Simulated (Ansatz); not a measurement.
# Calculations on SiO$_{2}$

Part 1: Relaxation

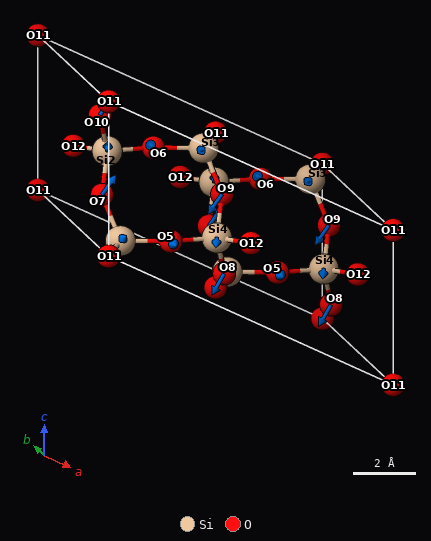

This is a relaxation of a crystal of SiO2 (set up in C2/c). The starting structure is drawn; blue arrows show the displacements (the part carried along by the change of the cell is left out), magnified 30 times.

The picture is a ball-and-stick view of the conventional cell (2 times the calculation's cell), seen slightly off an axis. Lengths and directions refer to the drawn axes.

Case: biaxial strain in the a-b plane of +2.0 %; c and atoms relaxed.

The calculation used Ansatz, DFT LDA, scalar-relativistic, plane waves, PAW. Settings: plane-wave cutoff 420 eV; k-point mesh 6 × 6 × 6; occupations gaussian; smearing width 0.02 eV; no spin polarisation; cell relaxed at fixed a, b, gamma; force threshold 0.008 eV/Å; at most 40 steps.

Which element moves most?

Answer. Oxygen: up to 0.028 Å, against 0.015 Å for silicon.

Describe the change and its energy.

Answer. The energy falls by 15.1 meV per atom in 10 accepted moves (14 points after the start). The largest force component goes from 0.67 to 0.00014 eV/Å. Pressure: −5.71 GPa at the start and −1.68 GPa at the end. At 4 points the geometry stayed and the basis and grid were re-selected for the new cell (energy shift of 1.3 meV per atom at most each time). The largest moves relative to the cell, 0.028 Å, are those of O atoms. Largest moves by element: O 0.028 Å, Si 0.015 Å. The drawn cell changes as follows: a 10.793 → 10.398 Å (−3.7 %), b unchanged at 9.051 Å, c 5.207 → 5.150 Å (−1.1 %), β 117.3° → 115.5°; the volume changes by −3.2 %. Some distances before and after: O–Si 1.648 → 1.610 Å, O–Si 1.627 → 1.609 Å. Bond angles that change, for instance: O–Si–O 108.5° → 110.7°, O–Si–O 111.2° → 109.1°. The space group stays C2/c (No. 15).

Part 2: Relaxation

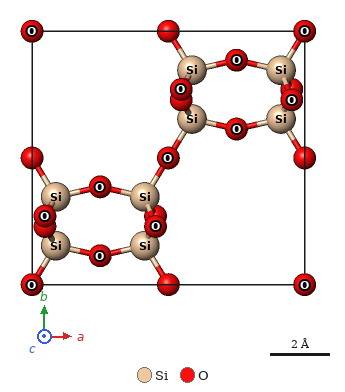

Solid SiO₂ (set up in C2/c), before the relaxation. Style: ball-and-stick. Shown: the conventional cell (2 times the calculation's cell), along the c axis. Lengths and directions refer to the drawn axes.

Case: biaxial strain in the a-b plane of -2.0 %; c and atoms relaxed.

These are results of Ansatz, DFT LDA, scalar-relativistic, plane waves, PAW, not measurements.

Input file:
```yaml
crystal:
  lattice:
    - [-2.5627621696, 4.6431146905, 4.3479589073]
    - [2.5627621696, -4.6431146905, 4.3479589073]
    - [2.6910451311, 4.7139203334, -4.3479589073]
  atoms:
    - { symbol: Si, position: [0.932921349, 0.8700532925, 0.1104042781] }
    - { symbol: Si, position: [0.7403509856, 0.1774829291, 0.6104042781] }
    - { symbol: Si, position: [0.067078651, 0.1299467075, 0.8895957219] }
    - { symbol: Si, position: [0.2596490144, 0.8225170709, 0.3895957219] }
    - { symbol: O, position: [0.1359465134, 0.8859465134, 0.25] }
    - { symbol: O, position: [0.8640534866, 0.1140534866, 0.75] }
    - { symbol: O, position: [0.7767594244, 0.5290613861, 0.8466324387] }
    - { symbol: O, position: [0.1824289474, -0.0698730143, 0.6533675613] }
    - { symbol: O, position: [0.2232405756, 0.4709386139, 0.1533675613] }
    - { symbol: O, position: [0.8175710526, 0.0698730143, 0.3466324387] }
    - { symbol: O, position: [0.0, 0.0, 0.0] }
    - { symbol: O, position: [0.5, 0.0, 0.5] }
basis:
  ecutwfc: 420
kpoints:
  mp_grid: { grid: [6, 6, 6] }
hamiltonian:
  xc: lda
scf:
  occupations: { method: gaussian, width: 0.02 }
output:
  forces: true
  stress: true
  eigenvalues: true
relax:
  adjacent_minimum: "off"
  f_tol: 0.008
  max_steps: 40
  cell: { stress_tol: 0.015, fix: [a, b, gamma] }
```

Command:
```bash
ansatz run input.yaml --threads 2 --pin off --max-ram 5120MiB --backend cpu --events-out ev --progress --plain --runs-dir out
```

**What does the optimiser find from here?**

The energy falls by 18.5 meV per atom in 7 accepted moves (12 points after the start). Largest force component: 1.2 eV/Å at the start, 0.0006 eV/Å at the end. The pressure goes from 3.12 to 0.00 GPa. The line search rejected the trial steps at points 6, 10 of the run. The SCF was repeated 3 times at an unchanged geometry on a basis and grid sized afresh for the cell, which shifted the energy by 1.1 meV per atom at most. The largest moves relative to the cell, 0.15 Å, are those of O7, O8, O9 and O10. O7 goes roughly along [0 −1 −3]. By element the largest moves are O 0.15 Å, Si 0.06 Å. The volume changes by +0.4 %, with a unchanged at 10.607 Å, b unchanged at 8.696 Å, c 5.254 → 5.128 Å (−2.4 %), β 118.1° → 114.9°. Some distances before and after: Si1–O5 1.569 → 1.608 Å, Si1–O11 1.570 → 1.593 Å, Si1–O10 1.625 → 1.606 Å. Among the angles between lasting bonds that change: Si1–O7–Si2 149.3° → 145.2°. The space group stays C2/c (No. 15). The run took 4.2 min on 2 threads of Arm Neoverse V2, with other jobs on the host, peak memory 0.75 GiB.

History of the run:

| step | E − E(0), meV/atom | largest force component, eV/Å | pressure, GPa | volume, Å³/atom | note |
| --- | --- | --- | --- | --- | --- |
| 0 | 0.00 | 1.1584 | 3.12 | 17.809 |  |
| 1 | -10.59 | 0.6707 | 2.18 | 17.882 |  |
| 2 | -16.67 | 0.1270 | 0.20 | 17.927 |  |
| 3 | -17.19 | 0.0123 | 0.21 | 17.898 |  |
| 4 | -17.25 | 0.0015 | 0.16 | 17.885 |  |
| 5 | -18.32 | 0.0027 | 0.25 | 17.885 | same geometry, new basis |
| 6 | -18.07 | 0.0290 | -0.35 | 17.923 | rejected |
| 7 | -18.44 | 0.0016 | 0.05 | 17.890 |  |
| 8 | -18.47 | 0.0069 | 0.01 | 17.882 |  |
| 9 | -18.48 | 0.0071 | 0.01 | 17.882 | same geometry, new basis |
| 10 | -18.51 | 0.0242 | 0.01 | 17.875 | rejected |
| 11 | -18.49 | 0.0006 | 0.00 | 17.881 |  |
| 12 | -18.49 | 0.0006 | 0.00 | 17.881 | same geometry, new basis |

After the run, drawn alike:

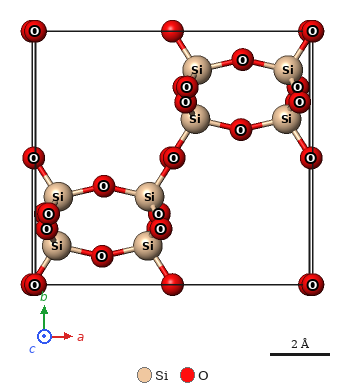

Part 3: A change

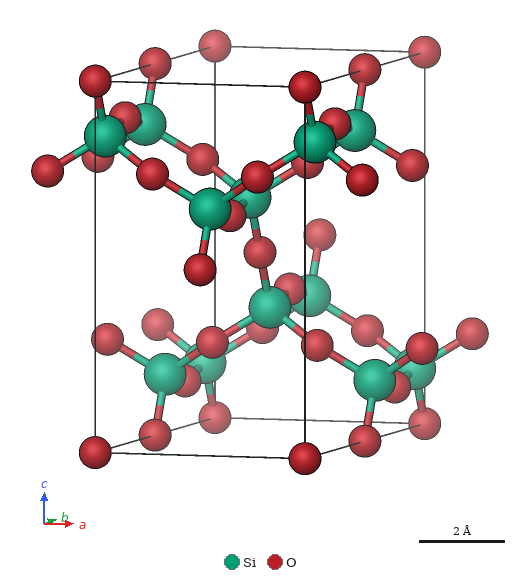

Reference structure: crystalline SiO2 (set up in Imma). The picture is a ball-and-stick view of the conventional cell (2 times the calculation's cell), seen from a free direction. Lengths and directions refer to the drawn axes.

Theory: DFT LDA, scalar-relativistic, plane waves, PAW (Ansatz). Set-up: plane-wave cutoff 420 eV; k-point mesh 6 × 6 × 6; occupations gaussian; smearing width 0.02 eV; no spin polarisation.

Change: Biaxial strain in the a–b plane, −1.0 %, is applied. The c axis and the atoms are relaxed.

The input:
```yaml
crystal:
  lattice:
    - [-2.588912804, 4.6904934118, 4.392325835]
    - [2.588912804, -4.6904934118, 4.392325835]
    - [2.6530542847, 4.7258962333, -4.392325835]
  atoms:
    - { symbol: Si, position: [0.9275554424, 0.844101521, 0.0834539215] }
    - { symbol: Si, position: [0.7393524005, 0.155898479, 0.5834539215] }
    - { symbol: Si, position: [0.0724445576, 0.155898479, 0.9165460785] }
    - { symbol: Si, position: [0.2606475995, 0.844101521, 0.4165460785] }
    - { symbol: O, position: [0.1278353228, 0.8778353228, 0.25] }
    - { symbol: O, position: [0.8721646772, 0.1221646772, 0.75] }
    - { symbol: O, position: [0.7902925021, 0.5, 0.7902925021] }
    - { symbol: O, position: [0.2097074979, 0.0, 0.7097074979] }
    - { symbol: O, position: [0.2097074979, 0.5, 0.2097074979] }
    - { symbol: O, position: [0.7902925021, 0.0, 0.2902925021] }
    - { symbol: O, position: [0.0, 0.0, 0.0] }
    - { symbol: O, position: [0.5, 0.0, 0.5] }
basis:
  ecutwfc: 420
kpoints:
  mp_grid: { grid: [6, 6, 6] }
hamiltonian:
  xc: lda
scf:
  occupations: { method: gaussian, width: 0.02 }
output:
  forces: true
  stress: true
  eigenvalues: true
  write_density: true
  write_potential: true
  elf: true
  volumetric_format: npy
relax:
  adjacent_minimum: "off"
  f_tol: 0.008
  max_steps: 40
  cell: { stress_tol: 0.015, fix: [a, b, gamma] }
```

Command:
```bash
ansatz run input.yaml --threads 2 --pin off --max-ram 5120MiB --backend cpu --events-out ev --progress --plain --runs-dir out
```

**What is the effect?**

The drawn cell changes as follows: a 5.230 → 5.177 Å (−1.0 %), b 9.476 → 9.612 Å (+1.4 %), c 8.873 → 8.785 Å (−1.0 %), γ 90.0° → 87.5°; the volume changes by −0.7 %. The largest moves relative to the cell, 0.32 Å, are those of O7, O8, O9 and O10. O9 goes roughly along [−2 0 1]. Largest moves by element: O 0.32 Å, Si 0.13 Å. The space group (tolerance 0.01 Å) goes from Imma (No. 74) to C2/c (No. 15). The energy changes by less than 1 meV per atom. Pressure: 0.0 GPa before, −0.2 GPa after. The principal stresses (compression positive) are 0.0 GPa along [3 1 0] and −0.2 GPa across it.

Drawn alike, the variant:

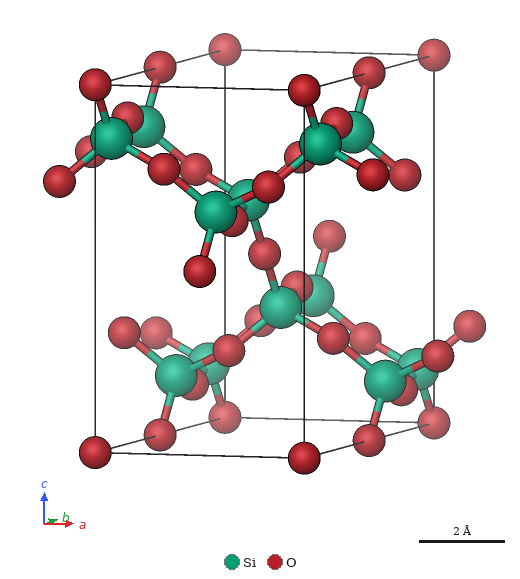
